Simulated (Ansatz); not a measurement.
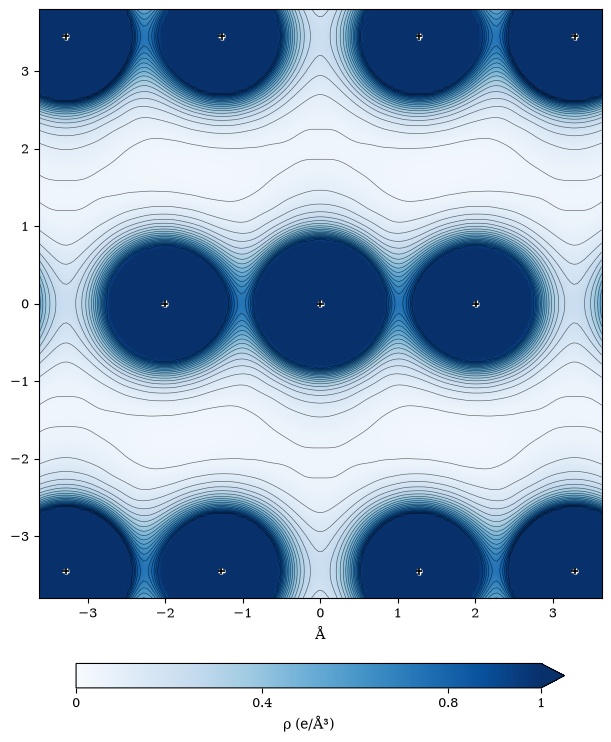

The valence electron density on a plane through atoms (crosses mark nuclei in the plane).

These are results of Ansatz 0.2.0, DFT r2SCAN, scalar-relativistic, plane waves, PAW, not measurements.

Candidates:
A. WS$_{2}$, a = 3.13 Å, b = 3.13 Å, c = 17.51 Å, α = 90.00°, β = 90.00°, γ = 120.00°. Space group P-6m2; a structure from a database of computed crystals, not necessarily the ambient phase; not relaxed (largest force 0.7 eV/Å).
B. SnO$_{2}$, a = 6.56 Å, b = 6.90 Å, c = 3.20 Å, α = 90.00°, β = 90.00°, γ = 90.00°. Space group Cmmm; a structure from a database of computed crystals, not necessarily the ambient phase; changed on purpose from its base cell (strain -0.0500 x Voigt [0, 0, 0, 0, 0, 1], atoms carried along).

**Which system is this?**

Candidate B: SnO$_{2}$ on the (001) plane of the conventional cell, which holds Sn and O. Sn–O (2.01 Å): ρ is about 0.73 e/Å³ halfway.
